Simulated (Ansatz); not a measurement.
**Run report: Al, geometry relaxation (part 2 of 2)**

Continued. System: Al (slab, 3 atoms in the cell). Method: DFT PBE, scalar-relativistic, plane waves, PAW, PAW set soft_1, no spin polarisation (Ansatz 0.2.0); cutoff 420 eV, 10×10×1 k-mesh, Gaussian smearing of 0.1 eV. The structure derives from an entry of the Crystallography Open Database. The input holds or restrains some coordinates. Forces given for the steps count only the free coordinates.

Geometry of the input (Å; fractional positions):
```
2.8568  0.0000  0.0000
0.0000  2.8568  0.0000
0.0000  0.0000  18.0401
Al 0.5000  0.5000  0.3880
Al 0.0000  0.0000  0.5000
Al 0.5000  0.5000  0.6120
```

## Log, continued
```
SCF iter   1: F=—  HF=-1611.589982 eV  |F-HF|=—  |Δ(HF+E_count)|=         —  Δρ=7.35e-4  dr2=4.39e-3  ethr=4.95e-4  p=0.000 e·Å  D=3.03e-4 V/Å  ΔV_dip=-0.01 eV  dr2_dipole=1.06e-3  V_vac-E_F(+/−)=4.48/4.49 eV  ⟨swp⟩=3.7  Hψ=853  notcnv=0  defer=9
efield: sawtooth ramp at fractional position 0.9800 (handed on by an earlier solve), width 0.0400; the density the first Hamiltonian is built on has a dipole p = 0.000 e·Å; the dipole correction subtracts the counter field D = 3.03e-4 V/Å, which shifts the + side's vacuum level by -0.01 eV against the − side's; the planar-averaged density in the ramp window peaks in size at 1.3e-6 e/Å³
preconditioner: auto → LDOS  [metal: Δε(μ)=0.093 eV  Ē_g=6.760 eV  σ=0.100 eV  W_gap=0.47  n_scr=8 (ndim 8)  ℏωp=9.2 eV  f_vac=0.489  D(μ)=0.93/eV (n_scr^D=6)  β→1.0]
SCF iter   2: F=—  HF=-1611.589247 eV  |F-HF|=—  |Δ(HF+E_count)|=   7.35e-4  Δρ=1.61e-4  dr2=1.40e-4  ethr=4.88e-5  p=0.001 e·Å  D=8.39e-4 V/Å  ΔV_dip=-0.02 eV  dr2_dipole=1.71e-5  V_vac-E_F(+/−)=4.49/4.51 eV  ⟨swp⟩=2.2  Hψ=417  notcnv=0  defer=9
SCF iter   3: F=—  HF=-1611.589231 eV  |F-HF|=—  |Δ(HF+E_count)|=   1.58e-5  Δρ=4.79e-5  dr2=1.90e-5  ethr=1.56e-6  p=0.000 e·Å  D=1.13e-4 V/Å  ΔV_dip=-0.00 eV  dr2_dipole=6.17e-7  V_vac-E_F(+/−)=4.51/4.51 eV  ⟨swp⟩=2.3  Hψ=268  notcnv=0  defer=9
SCF iter   4: F=—  HF=-1611.589230 eV  |F-HF|=—  |Δ(HF+E_count)|=   1.72e-6  Δρ=1.68e-5  dr2=1.71e-6  ethr=2.12e-7  p=0.000 e·Å  D=1.35e-4 V/Å  ΔV_dip=-0.00 eV  dr2_dipole=2.84e-7  V_vac-E_F(+/−)=4.51/4.51 eV  ⟨swp⟩=1.9  Hψ=221  notcnv=0  defer=9
SCF iter   5: F=-1611.589230 eV  HF=-1611.589230 eV  |F-HF|=1.31e-7  |Δ(HF+E_count)|=   4.90e-7  Δρ=5.52e-6  dr2=2.10e-7  ethr=1.26e-8  p=0.000 e·Å  D=9.52e-5 V/Å  ΔV_dip=-0.00 eV  dr2_dipole=2.23e-8  V_vac-E_F(+/−)=4.51/4.51 eV  ⟨swp⟩=9.2  Hψ=1205  notcnv=0
SCF 3 converged in 5 iterations: F = -1611.589230 eV  dr2 = 2.10e-7
relax step   3: F+E_penalty+E_count = -1611.58922986 eV  Δ(F+E_penalty+E_count) = -4.663e-3 eV  max|allowed force component| = 2.891e-2 eV/Å  Δτ_max = 0.0600 Å  (5 SCF iters, dr2 threshold 1.13e-6 eV, accepted)
iter 1 solved again at ethr=2.50e-9 eV; its pass at ethr=3.10e-3 eV (dr2=2.25e-7 eV) is discarded
SCF iter   1: F=—  HF=-1611.589241 eV  |F-HF|=—  |Δ(HF+E_count)|=         —  Δρ=5.60e-6  dr2=2.25e-7  ethr=2.50e-9  p=0.000 e·Å  D=9.52e-5 V/Å  ΔV_dip=-0.00 eV  dr2_dipole=2.25e-8  V_vac-E_F(+/−)=4.51/4.51 eV  ⟨swp⟩=1.0  Hψ=882  notcnv=0
efield: sawtooth ramp at fractional position 0.9800 (handed on by an earlier solve), width 0.0400; the density the first Hamiltonian is built on has a dipole p = 0.000 e·Å; the dipole correction subtracts the counter field D = 9.52e-5 V/Å, which shifts the + side's vacuum level by -0.00 eV against the − side's; the planar-averaged density in the ramp window peaks in size at 1.3e-6 e/Å³
preconditioner: auto → LDOS  [metal: Δε(μ)=0.095 eV  Ē_g=6.756 eV  σ=0.100 eV  W_gap=0.48  n_scr=8 (ndim 8)  ℏωp=9.2 eV  f_vac=0.487  D(μ)=0.94/eV (n_scr^D=6)  β→1.0]
SCF iter   2: F=—  HF=-1611.589230 eV  |F-HF|=—  |Δ(HF+E_count)|=   1.13e-5  Δρ=4.40e-6  dr2=2.15e-7  ethr=2.49e-9  p=0.000 e·Å  D=9.20e-5 V/Å  ΔV_dip=-0.00 eV  dr2_dipole=2.71e-8  V_vac-E_F(+/−)=4.51/4.51 eV  ⟨swp⟩=2.0  Hψ=276  notcnv=0
SCF iter   3: F=-1611.589230 eV  HF=-1611.589230 eV  |F-HF|=1.55e-9  |Δ(HF+E_count)|=   1.25e-8  Δρ=1.24e-6  dr2=3.45e-9  ethr=1.11e-9  p=0.000 e·Å  D=8.80e-5 V/Å  ΔV_dip=-0.00 eV  dr2_dipole=1.44e-10  V_vac-E_F(+/−)=4.51/4.51 eV  ⟨swp⟩=4.1  Hψ=764  notcnv=0
SCF 4 converged in 3 iterations: F = -1611.589230 eV  dr2 = 3.45e-9
relax step   4: F+E_penalty+E_count = -1611.58923002 eV  Δ(F+E_penalty+E_count) = -1.609e-7 eV  max|allowed force component| = 2.883e-2 eV/Å  Δτ_max = 0.0000 Å  (3 SCF iters, accepted)
```

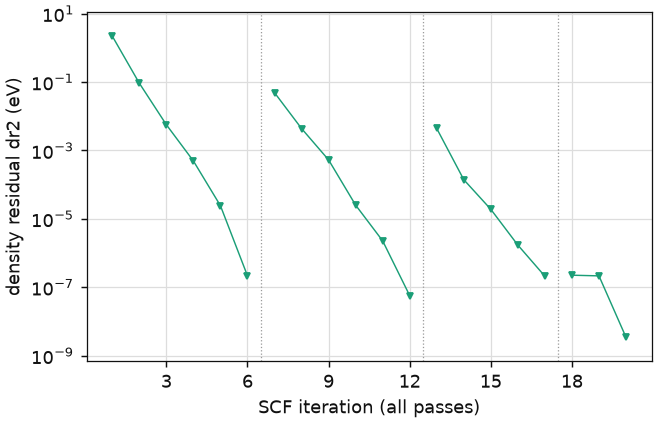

Figure 1. Convergence of the self-consistent field: density residual dr2 against the SCF iteration. The dotted lines part the SCF passes of the relaxation: geometry steps, rejected trials and re-solves on a re-selected basis. The passes take 6, 6, 5 and 3 iterations.

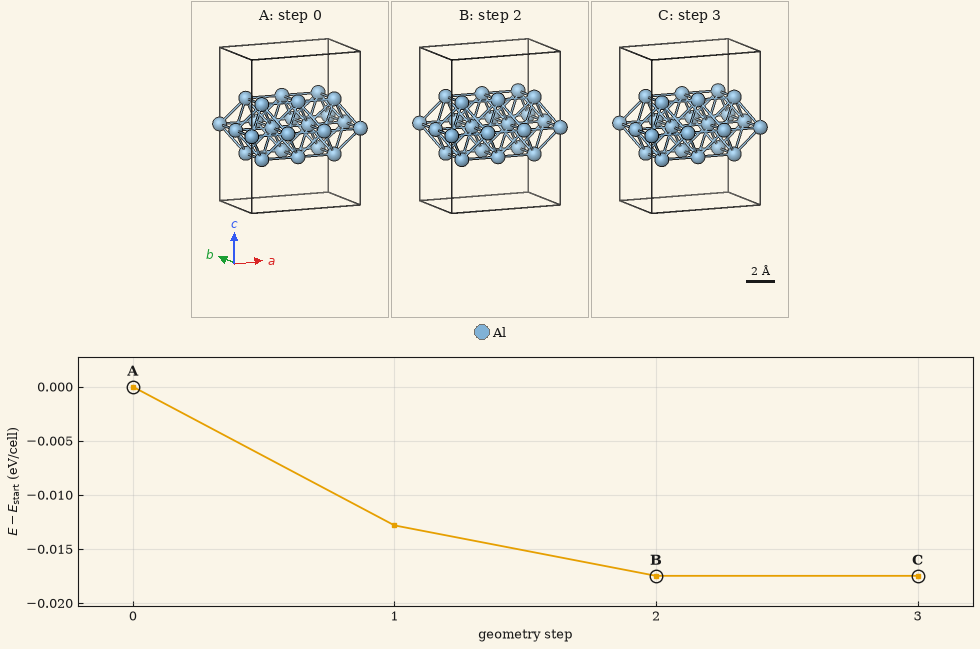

Figure 2. Frames of the restrained relaxation (ball-and-stick view of the 3 × 2 repeat of the cell, with the vacuum cut short, seen slightly off an axis) above the curves, on which the letters mark them (the first geometry is step 0 here and step 1 in the log).

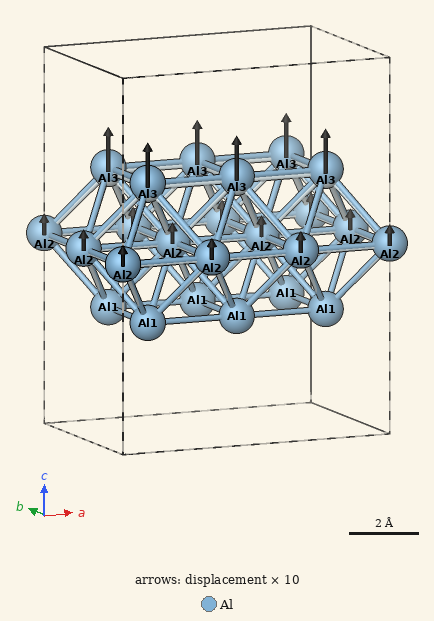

Figure 3. Start (faint) and end (solid) with the displacements as black arrows, magnified 10 times (ball-and-stick view of the 3 × 2 repeat of the cell, with the vacuum cut short, seen slightly off an axis). Over 3 geometry steps the energy falls by 17.5 meV per cell of the calculation. The largest force component goes from 0.29 to 0.029 eV/Å. The largest move is that of Al3, 0.13 Å. The cell doesn't change. Distances before and after: Al2–Al3 2.857 → 2.907 Å, Al1–Al2 2.857 → 2.903 Å. (Atoms are counted from 1 in the order of the input.)

```
SCF converged after 3 iterations
Free energy (F): -1611.589230 eV
Harris-Foulkes:  -1611.589230 eV  (|F-HF|=1.55e-9)
Internal energy: -1611.584537 eV  (E = F + TS)
E sigma→0 (E₀):  -1611.586883 eV
Entropy (-TS):   -0.004693 eV (-1.564 meV/atom)
Fermi energy:    -0.274113 eV
Dipole field:    D = 0.000069 V/Å  (p = 0.000056 e·Å, saw-weighted, corrected)
Work function:   Φ+ = 4.5070 eV   Φ− = 4.5082 eV
Levels:          The Fermi level and band energies are counted from a zero that moves with the ramp; work functions are not
--- Per-component energies (eV) ---
  E_band       = -36.535021
  E_kinetic    = 61.662670
  E_local      = -1122.325681  (includes V_loc(G=0)·N_el)
  E_nonlocal   = 30.501608
  E_hartree    = 543.502364
  E_xc         = -109.738539
  E_vxc        = -83.020878  (∫ρ·V_xc dr)
  E_paw        = -1408.011780  (= ΣΔE_a)
  E_vpaw       = -10.356785  (= ΣTr[D̂ρ^β])
  E_aug_tail   = -0.000006  (compensation charges beyond the density's cutoff)
  E_efield     = 0.000000  (sawtooth field / dipole correction)
  E_vefield    = -0.000041  (∫n·V_field dr)
  E_ewald      = 392.824828
  E_smearing   = -0.004693  (= −TS)
  E_closure    = -0.000000  (closes the sum)
  Σ components = -1611.589230   (vs F -1611.589230, Δ=0.00e0)
--- Forces (eV/Å), atoms counted from 1 ---
  atom   1  Al    -0.00000000     0.00000000     0.01796029
  atom   2  Al     0.00000000     0.00000000     0.01087688
  atom   3  Al    -0.00000000     0.00000000    -0.02883012
  max |Σ_I F_I| component: 7.05e-6 eV/Å
--- Band table (eV; the first three rows and the last of 21) ---
  k-point 0: bands = ["-10.3187", "-8.2170", "-5.0148", "-2.0188", "1.7432", "3.7086", "4.1405", "5.9910", "6.1047"]
  k-point 1: bands = ["-10.1384", "-8.0385", "-4.8374", "-1.8504", "1.9066", "3.5226", "3.8885", "4.3265", "5.4398"]
  k-point 2: bands = ["-9.5986", "-7.5045", "-4.3074", "-1.3480", "0.7598", "2.4636", "2.7689", "4.4346", "4.8567"]
  k-point 20: bands = ["-2.1591", "-2.1591", "-0.9472", "-0.6017", "-0.2151", "-0.2151", "1.2605", "1.3322", "2.7626"]
--- Relaxed structure (4 steps of the walk, 4 accepted, 0 SCFs on fresh bases) ---
  F+E_penalty+E_count = -1611.58923002 eV   max|allowed force component| = 2.883e-2 eV/Å
  atoms:
    - { symbol: Al, position: [0.5, 0.5, 0.38802518100000005] }
    - { symbol: Al, position: [-1.685415554623559e-35, 0.0, 0.5035929010594798] }
    - { symbol: Al, position: [0.5, 0.5, 0.6194376023225749] }
```

## Trajectory as extended XYZ (Å, eV, eV/Å), 4 frames, from step=1 to step=4
```
3
Lattice="2.8568 0.0000 0.0000 0.0000 2.8568 0.0000 0.0000 0.0000 18.0401" Properties=species:S:1:pos:R:3:forces:R:3 step=1 energy=-1611.57175
Al    1.4284    1.4284    7.0000    0.0000   0.0000  -0.2945
Al    0.0000    0.0000    9.0200    0.0000   0.0000  -0.0001
Al    1.4284    1.4284   11.0401    0.0000   0.0000   0.2945
3
Lattice="2.8568 0.0000 0.0000 0.0000 2.8568 0.0000 0.0000 0.0000 18.0401" Properties=species:S:1:pos:R:3:forces:R:3 step=2 energy=-1611.58457
Al    1.4284    1.4284    7.0000    0.0000   0.0000   0.1005
Al    0.0000    0.0000    9.1086    0.0000   0.0000   0.0343
Al    1.4284    1.4284   11.2347    0.0000   0.0000  -0.1348
3
Lattice="2.8568 0.0000 0.0000 0.0000 2.8568 0.0000 0.0000 0.0000 18.0401" Properties=species:S:1:pos:R:3:forces:R:3 step=3 energy=-1611.58923
Al    1.4284    1.4284    7.0000    0.0000   0.0000   0.0178
Al    0.0000    0.0000    9.0848    0.0000   0.0000   0.0111
Al    1.4284    1.4284   11.1747    0.0000   0.0000  -0.0289
3
Lattice="2.8568 0.0000 0.0000 0.0000 2.8568 0.0000 0.0000 0.0000 18.0401" Properties=species:S:1:pos:R:3:forces:R:3 step=4 energy=-1611.58923
Al    1.4284    1.4284    7.0000    0.0000   0.0000   0.0180
Al    0.0000    0.0000    9.0848    0.0000   0.0000   0.0109
Al    1.4284    1.4284   11.1747    0.0000   0.0000  -0.0288
```

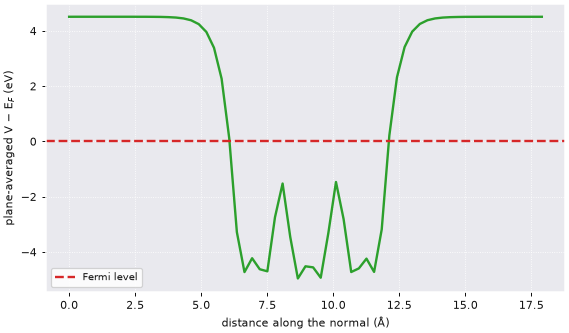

Figure 4. Plane average of the electrostatic potential energy of an electron across the cell, from the Fermi level. The vacuum level lies 4.51 eV above the Fermi level.
